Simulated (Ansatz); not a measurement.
**Geometry relaxation, with input and output: Ge11Si5 (part 2 of 2)**

Ge11Si5 (Cm, 16 atoms in the cell); DFT PBEsol, scalar-relativistic, plane waves, PAW, no spin polarisation (Ansatz 0.2.0); cutoff 420 eV, 6×6×6 k-mesh, Gaussian smearing of 0.01 eV. The structure was built on a prototype by a generator; it need not be a known phase.

Geometry of the input (Å; fractional positions):
```
0.0000  5.5857  -5.5857
5.5857  5.5857  0.0000
5.5857  0.0000  -5.5857
Ge 0.5000  0.0000  0.5000
Si 0.5000  0.5000  0.5000
Ge -0.0000  0.0000  0.5000
Ge -0.0000  0.5000  0.5000
Ge 0.5000  0.0000  -0.0000
Ge 0.5000  0.5000  0.0000
Si 0.0000  0.0000  0.0000
Ge -0.0000  0.5000  0.0000
Si 0.3750  0.3750  0.3750
Si 0.3750  0.8750  0.3750
Ge 0.8750  0.3750  0.3750
Ge 0.8750  0.8750  0.3750
Ge 0.3750  0.3750  0.8750
Si 0.3750  0.8750  0.8750
Ge 0.8750  0.3750  0.8750
Ge 0.8750  0.8750  0.8750
```

**Output, continued**
```
  k-point 0: bands = ["-16.8804", "-16.8752", "-16.8740", "-16.8728", "-16.8653", "-16.8619", "-16.8521", "-16.8519", "-16.8223", "-16.8199", "-16.8145", "-16.8101", "-16.7986", "-16.7820", "-16.7818", "-16.7786", "-16.7749", "-16.7689", "-16.7575", "-16.7524", "-16.7482", "-16.7430", "-16.7369", "-16.7347", "-16.7304", "-16.7277", "-16.7228", "-16.7091", "-16.7044", "-16.6911", "-16.6815", "-16.6810", "-16.6791", "-16.6730", "-16.6669", "-16.6599", "-16.6549", "-16.6471", "-16.6358", "-16.6351", "-16.6246", "-16.6227", "-16.6223", "-16.6125", "-16.6100", "-16.5948", "-16.5896", "-16.5852", "-16.5850", "-16.5642", "-16.5580", "-16.5486", "-16.5452", "-16.5379", "-16.5322", "-4.7860", "-2.7956", "-2.6733", "-2.6515", "-2.3360", "-1.0231", "-1.0206", "-0.9164", "-0.6779", "-0.6502", "-0.4804", "0.1869", "0.3439", "0.3855", "0.6673", "4.7032", "4.7090", "4.7357", "4.7687", "4.7920", "4.7983", "6.2669", "6.2680", "6.3625", "6.4508", "6.4520", "6.4709", "6.5754", "6.5830", "7.7584", "7.7730", "7.7872", "7.9890", "8.1240", "8.1351", "8.2859", "8.2868", "8.3752", "8.4554", "8.6181", "8.6305", "8.8038", "8.9301", "10.2817", "10.2866", "10.3201", "11.0783", "11.1167", "11.3317", "11.3390"]
  k-point 1: bands = ["-16.8810", "-16.8754", "-16.8747", "-16.8728", "-16.8681", "-16.8652", "-16.8520", "-16.8515", "-16.8255", "-16.8183", "-16.8099", "-16.8074", "-16.7980", "-16.7822", "-16.7798", "-16.7769", "-16.7749", "-16.7681", "-16.7572", "-16.7514", "-16.7471", "-16.7430", "-16.7366", "-16.7335", "-16.7302", "-16.7255", "-16.7227", "-16.7088", "-16.7039", "-16.6926", "-16.6837", "-16.6820", "-16.6792", "-16.6728", "-16.6692", "-16.6600", "-16.6564", "-16.6469", "-16.6370", "-16.6344", "-16.6294", "-16.6225", "-16.6214", "-16.6127", "-16.6079", "-16.5967", "-16.5946", "-16.5849", "-16.5843", "-16.5645", "-16.5574", "-16.5486", "-16.5444", "-16.5353", "-16.5301", "-4.7000", "-2.9918", "-2.6352", "-2.6118", "-2.3965", "-1.4374", "-1.4332", "-1.3102", "-0.2134", "-0.1776", "-0.0274", "0.4264", "0.4290", "0.4777", "0.9722", "4.4514", "4.4593", "4.4639", "4.8197", "4.8267", "4.8479", "5.7024", "5.7379", "5.7485", "6.1792", "6.1827", "6.2795", "6.5442", "6.5570", "6.5656", "7.6226", "7.6352", "8.2522", "8.3770", "8.3864", "8.4601", "8.9169", "8.9586", "9.0361", "9.1029", "9.1465", "9.2502", "9.3675", "10.5070", "10.5477", "10.7461", "11.0583", "11.1161", "11.1871", "11.5152"]
  k-point 2: bands = ["-16.8827", "-16.8765", "-16.8758", "-16.8728", "-16.8720", "-16.8697", "-16.8531", "-16.8510", "-16.8273", "-16.8161", "-16.8072", "-16.8016", "-16.7967", "-16.7818", "-16.7763", "-16.7756", "-16.7740", "-16.7659", "-16.7569", "-16.7491", "-16.7441", "-16.7413", "-16.7356", "-16.7313", "-16.7299", "-16.7221", "-16.7189", "-16.7078", "-16.7019", "-16.6974", "-16.6902", "-16.6839", "-16.6797", "-16.6752", "-16.6724", "-16.6599", "-16.6593", "-16.6473", "-16.6406", "-16.6334", "-16.6324", "-16.6234", "-16.6197", "-16.6137", "-16.6076", "-16.6027", "-16.5976", "-16.5847", "-16.5835", "-16.5650", "-16.5572", "-16.5483", "-16.5430", "-16.5306", "-16.5264", "-4.4457", "-3.5049", "-2.5201", "-2.4884", "-2.3346", "-1.8782", "-1.8773", "-1.7547", "0.2826", "0.3604", "0.4974", "0.6457", "0.7071", "0.7134", "1.9705", "4.0289", "4.0360", "4.0405", "4.7209", "4.7352", "4.7438", "4.9158", "5.0417", "5.0523", "5.0799", "5.8285", "5.8298", "5.8825", "6.6770", "6.6878", "7.2886", "7.2959", "8.5169", "8.6616", "8.6793", "8.7842", "9.1428", "9.4307", "9.4645", "9.5932", "10.3629", "10.3816", "10.4756", "10.9803", "11.0222", "11.4330", "11.4508", "11.5792", "11.6218", "11.6270"]
  k-point 67: bands = ["-16.8892", "-16.8851", "-16.8809", "-16.8788", "-16.8733", "-16.8713", "-16.8468", "-16.8437", "-16.8386", "-16.8132", "-16.8043", "-16.7936", "-16.7901", "-16.7788", "-16.7744", "-16.7657", "-16.7603", "-16.7566", "-16.7471", "-16.7465", "-16.7411", "-16.7392", "-16.7369", "-16.7317", "-16.7305", "-16.7255", "-16.7208", "-16.7115", "-16.7023", "-16.7010", "-16.6928", "-16.6919", "-16.6853", "-16.6727", "-16.6704", "-16.6658", "-16.6531", "-16.6525", "-16.6483", "-16.6399", "-16.6316", "-16.6300", "-16.6248", "-16.6155", "-16.6138", "-16.6109", "-16.5942", "-16.5898", "-16.5815", "-16.5691", "-16.5562", "-16.5373", "-16.5338", "-16.5265", "-16.5241", "-3.8317", "-3.6953", "-3.0006", "-2.8971", "-2.8610", "-2.5655", "-0.9095", "-0.7088", "-0.5427", "-0.5374", "1.3554", "1.5488", "1.5637", "1.8855", "3.3043", "3.6026", "3.8211", "3.8276", "3.8491", "3.8701", "3.8903", "3.9220", "3.9310", "4.0144", "5.6471", "5.7354", "5.8114", "5.8667", "6.2378", "6.2960", "6.3266", "6.4759", "8.6208", "8.8177", "9.6395", "9.8917", "9.9105", "10.0261", "10.5652", "10.6648", "12.0102", "12.0397", "12.1059", "12.1696", "12.2263", "12.2975", "12.3506", "12.3604", "12.4012", "12.4943"]
--- Relaxed structure (4 steps of the walk, 4 accepted, 1 SCFs on fresh bases) ---
  F+E_penalty+E_count = -49895.74448663 eV   max|allowed force component| = 4.210e-4 eV/Å   (the final SCF, on the basis selected at the relaxed cell)
  cell:  # Å, volume = 349.3574 Å³
    - [0.00027422332903957215, 5.5894207890674235, -5.589183251482219]
    - [5.589695012396463, 5.589695012396463, 0.0]
    - [5.590776140642582, -0.0010811282461187304, -5.590538603057378]
  atoms:
    - { symbol: Ge, position: [0.49549431767685737, 0.00148540553556753, 0.5015348712520075] }
    - { symbol: Si, position: [0.49697173275467005, 0.5029010988575456, 0.49722606953023807] }
    - { symbol: Ge, position: [0.004571271291579165, -0.001605608447985074, 0.498429985887099] }
    - { symbol: Ge, position: [0.004571271291579082, 0.4986043512693067, 0.4984299858870991] }
    - { symbol: Ge, position: [0.4968398935369367, -0.002954942325935489, 0.0030749996001943614] }
    - { symbol: Ge, position: [0.4968398935369366, 0.5030400491888041, 0.0030749996001944724] }
    - { symbol: Si, position: [0.004349495455459954, -0.0015312348189274398, -0.0012870258176050737] }
    - { symbol: Ge, position: [0.0001330128088946683, 0.49994774199201514, -2.849679292501441e-5] }
    - { symbol: Si, position: [0.3764299775979029, 0.3762913339975939, 0.3763013849078182] }
    - { symbol: Si, position: [0.37642997759790303, 0.8709773034966846, 0.3763013849078181] }
    - { symbol: Ge, position: [0.8706090942559522, 0.3764331044274948, 0.3765246968890582] }
    - { symbol: Ge, position: [0.876349872668427, 0.8764857527348633, 0.37067862186184597] }
    - { symbol: Ge, position: [0.37663924693245654, 0.37636998796138255, 0.870620777144778] }
    - { symbol: Si, position: [0.37100939551472867, 0.8763465953092174, 0.8762974138668362] }
    - { symbol: Ge, position: [0.8763807735398572, 0.3706370757764186, 0.8764101656377715] }
    - { symbol: Ge, position: [0.8763807735398569, 0.8765719850459524, 0.8764101656377719] }
```

**Trajectory as extended XYZ (Å, eV, eV/Å), 5 frames, from step=1 to step=5**
```
16
Lattice="0.0000 5.5857 -5.5857 5.5857 5.5857 0.0000 5.5857 0.0000 -5.5857" Properties=species:S:1:pos:R:3:forces:R:3 step=1 energy=-49895.65116 pressure_GPa=0.24
Ge    2.7929    2.7929   -5.5857    0.2462  -0.2462   0.2459
Si    5.5857    5.5857   -5.5857    0.0001  -0.0001   0.4436
Ge    2.7929    0.0000   -2.7929   -0.2444   0.2444  -0.2448
Ge    5.5857    2.7929   -2.7929   -0.2444   0.2444  -0.2448
Ge    0.0000    2.7929   -2.7929    0.0003  -0.4911  -0.0001
Ge    2.7929    5.5857   -2.7929    0.4911  -0.0003  -0.0001
Si    0.0000    0.0000    0.0000   -0.2209   0.2209  -0.2206
Ge    2.7929    2.7929    0.0000    0.0004  -0.0004   0.0001
Si    4.1893    4.1893   -4.1893    0.2334   0.2198  -0.2052
Si    6.9822    6.9822   -4.1893   -0.2198  -0.2334  -0.2052
Ge    4.1893    6.9822   -6.9822    0.2271  -0.2271   0.2431
Ge    6.9822    9.7750   -6.9822   -0.2604   0.2604   0.2294
Ge    6.9822    4.1893   -6.9822   -0.2279   0.2279   0.2582
Si    9.7750    6.9822   -6.9822    0.2355  -0.2355   0.2215
Ge    6.9822    6.9822   -9.7750   -0.2453  -0.2289  -0.2605
Ge    9.7750    9.7750   -9.7750    0.2289   0.2453  -0.2605
16
Lattice="0.0005 5.5905 -5.5905 5.5910 5.5910 0.0000 5.5909 0.0001 -5.5909" Properties=species:S:1:pos:R:3:forces:R:3 step=2 energy=-49895.74200 pressure_GPa=-0.03
Ge    2.8144    2.7767   -5.5721   -0.0238   0.0238  -0.0249
Si    5.5917    5.5903   -5.5550    0.0042  -0.0042  -0.0452
Ge    2.7760    0.0185   -2.8139    0.0138  -0.0237   0.0220
Ge    5.5725    2.8151   -2.8139    0.0237  -0.0138   0.0220
Ge    0.0007    2.7576   -2.7947    0.0052   0.0413   0.0039
Ge    2.8334    5.5903   -2.7947   -0.0413  -0.0052   0.0039
Si   -0.0175    0.0175   -0.0184    0.0239  -0.0239   0.0160
Ge    2.7950    2.7960   -0.0004   -0.0037   0.0037  -0.0041
Si    4.2062    4.2099   -4.2137    0.0210  -0.0235   0.0758
Si    6.9722    6.9759   -4.2137    0.0235  -0.0210   0.0758
Ge    4.2151    6.9670   -6.9707   -0.0682   0.0682  -0.0261
Ge    6.9750    9.7981   -6.9663   -0.0189   0.0189  -0.0739
Ge    6.9673    4.2148   -6.9748    0.0672  -0.0672   0.0164
Si    9.7976    6.9755   -6.9714    0.0197  -0.0197  -0.0301
Ge    6.9711    6.9667   -9.7979    0.0240   0.0704  -0.0158
Ge    9.8065    9.8020   -9.7979   -0.0704  -0.0240  -0.0158
16
Lattice="0.0001 5.5896 -5.5894 5.5896 5.5896 0.0000 5.5912 -0.0016 -5.5910" Properties=species:S:1:pos:R:3:forces:R:3 step=3 energy=-49895.74432 pressure_GPa=-0.01
Ge    2.8126    2.7771   -5.5737   -0.0017   0.0017   0.0002
Si    5.5910    5.5883   -5.5583    0.0027  -0.0027   0.0093
Ge    2.7785    0.0157   -2.8123   -0.0084   0.0019  -0.0004
Ge    5.5740    2.8112   -2.8123   -0.0019   0.0084  -0.0004
Ge    0.0006    2.7609   -2.7945    0.0024  -0.0032   0.0044
Ge    2.8288    5.5891   -2.7945    0.0032  -0.0024   0.0044
Si   -0.0156    0.0156   -0.0167   -0.0033   0.0033  -0.0079
Ge    2.7946    2.7950   -0.0005   -0.0036   0.0036  -0.0017
Si    4.2073    4.2069   -4.2081    0.0024  -0.0019   0.0026
Si    6.9723    6.9720   -4.2081    0.0019  -0.0024   0.0026
Ge    4.2096    6.9696   -6.9710   -0.0036   0.0036  -0.0039
Ge    6.9717    9.7972   -6.9704    0.0025  -0.0025  -0.0043
Ge    6.9714    4.2079   -6.9726    0.0045  -0.0045  -0.0031
Si    9.7979    6.9710   -6.9730    0.0027  -0.0027  -0.0020
Ge    6.9718    6.9687   -9.7984    0.0033   0.0033   0.0001
Ge    9.8002    9.7971   -9.7984   -0.0033  -0.0033   0.0001
16
Lattice="0.0003 5.5894 -5.5892 5.5897 5.5897 0.0000 5.5908 -0.0011 -5.5905" Properties=species:S:1:pos:R:3:forces:R:3 step=4 energy=-49895.74436 pressure_GPa=0.00
Ge    2.8124    2.7773   -5.5733   -0.0002   0.0002  -0.0002
Si    5.5911    5.5883   -5.5574    0.0000   0.0000   0.0004
Ge    2.7776    0.0160   -2.8120    0.0000   0.0001   0.0000
Ge    5.5737    2.8121   -2.8120   -0.0001   0.0000   0.0000
Ge    0.0008    2.7605   -2.7941    0.0000   0.0001   0.0001
Ge    2.8292    5.5889   -2.7941   -0.0001   0.0000   0.0001
Si   -0.0158    0.0158   -0.0171   -0.0001   0.0001   0.0000
Ge    2.7944    2.7953   -0.0006    0.0001  -0.0001  -0.0001
Si    4.2073    4.2070   -4.2077    0.0001   0.0001  -0.0001
Si    6.9724    6.9721   -4.2077   -0.0001  -0.0001  -0.0001
Ge    4.2095    6.9699   -6.9710   -0.0002   0.0002  -0.0001
Ge    6.9719    9.7972   -6.9704    0.0002  -0.0002   0.0001
Ge    6.9713    4.2080   -6.9723    0.0001  -0.0001  -0.0003
Si    9.7978    6.9713   -6.9726    0.0003  -0.0003   0.0002
Ge    6.9718    6.9693   -9.7979    0.0001   0.0001   0.0000
Ge    9.7998    9.7973   -9.7979   -0.0001  -0.0001   0.0000
16
Lattice="0.0003 5.5894 -5.5892 5.5897 5.5897 0.0000 5.5908 -0.0011 -5.5905" Properties=species:S:1:pos:R:3:forces:R:3 step=5 energy=-49895.74449 pressure_GPa=0.00
Ge    2.8124    2.7773   -5.5733   -0.0002   0.0002  -0.0002
Si    5.5911    5.5883   -5.5574    0.0000   0.0000   0.0004
Ge    2.7776    0.0160   -2.8120    0.0000   0.0001   0.0000
Ge    5.5737    2.8121   -2.8120   -0.0001   0.0000   0.0000
Ge    0.0008    2.7605   -2.7941    0.0000   0.0001   0.0001
Ge    2.8292    5.5889   -2.7941   -0.0001   0.0000   0.0001
Si   -0.0158    0.0158   -0.0171   -0.0001   0.0001   0.0000
Ge    2.7944    2.7953   -0.0006    0.0001  -0.0001  -0.0001
Si    4.2073    4.2070   -4.2077    0.0001   0.0001  -0.0001
Si    6.9724    6.9721   -4.2077   -0.0001  -0.0001  -0.0001
Ge    4.2095    6.9699   -6.9710   -0.0002   0.0002  -0.0001
Ge    6.9719    9.7972   -6.9704    0.0002  -0.0002   0.0001
Ge    6.9713    4.2080   -6.9723    0.0001  -0.0001  -0.0003
Si    9.7978    6.9713   -6.9726    0.0003  -0.0003   0.0002
Ge    6.9718    6.9693   -9.7979    0.0001   0.0001   0.0000
Ge    9.7998    9.7973   -9.7979   -0.0001  -0.0001   0.0000
```

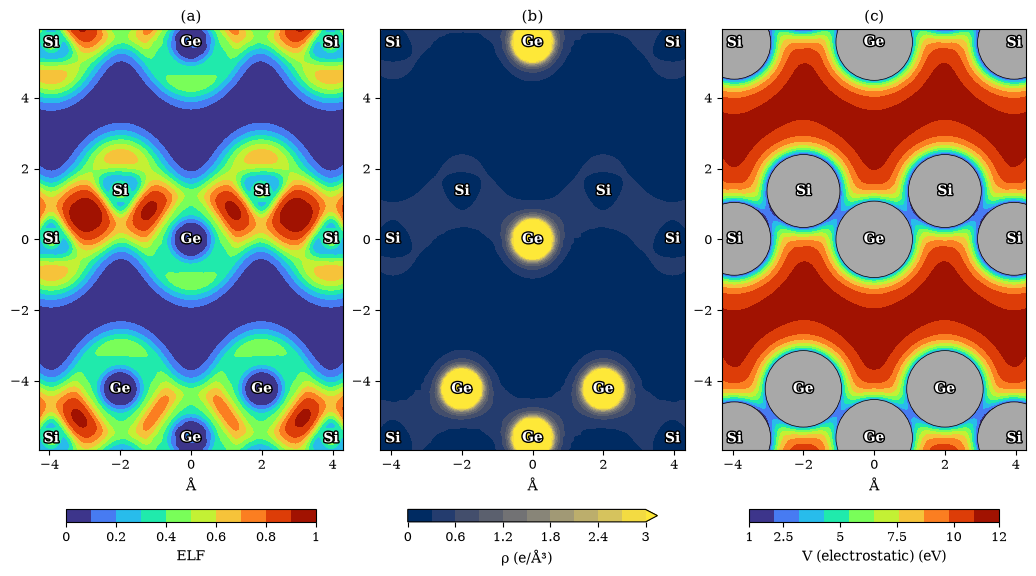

Figure 1. (a) electron localisation function; (b) valence electron density; (c) electrostatic potential (local pseudopotential plus Hartree) felt by an electron on the (101̄) plane of the conventional cell. Grey discs, where drawn, cover atomic cores. The plane passes through Ge and Si nuclei. Si–Si (2.38 Å): ρ is about 0.55 e/Å³ halfway, a local maximum along the line; the ELF peaks at about 0.95 between the atoms (a covalent bond). Si–Ge (2.40 Å): ρ is about 0.54 e/Å³ halfway; the ELF peaks at about 0.90 between the atoms (a covalent bond). Away from the nuclei the density in this plane falls to 0.02 e/Å³ at its lowest. Outside the cores the potential energy rises away from the atoms and is highest about 2.4 Å from the nearest atoms; outside the discs it spans about 10 eV, and its zero is arbitrary. The fields are those of the smooth PAW valence density.

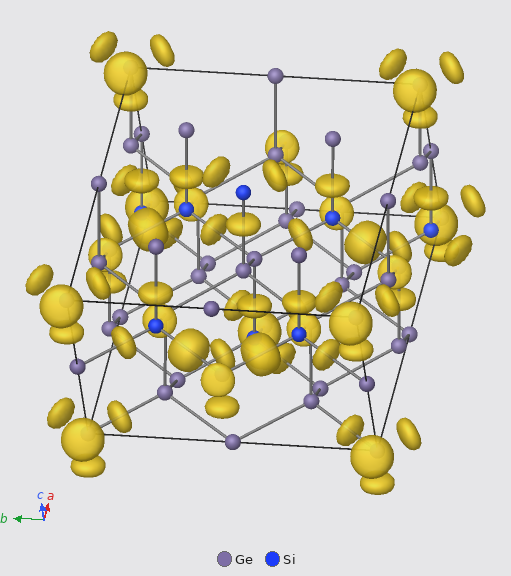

Figure 2. Isosurface of the ELF at 0.85 (yellow), seen at an oblique angle. Core shells and regions of very low density are left out. Sticks mark near contacts. The outline is the cell set on symmetry axes. Values along the shortest contacts: Si–Ge (2.40 Å): the ELF peaks at about 0.90 between the atoms (localised, shared-pair bonding).
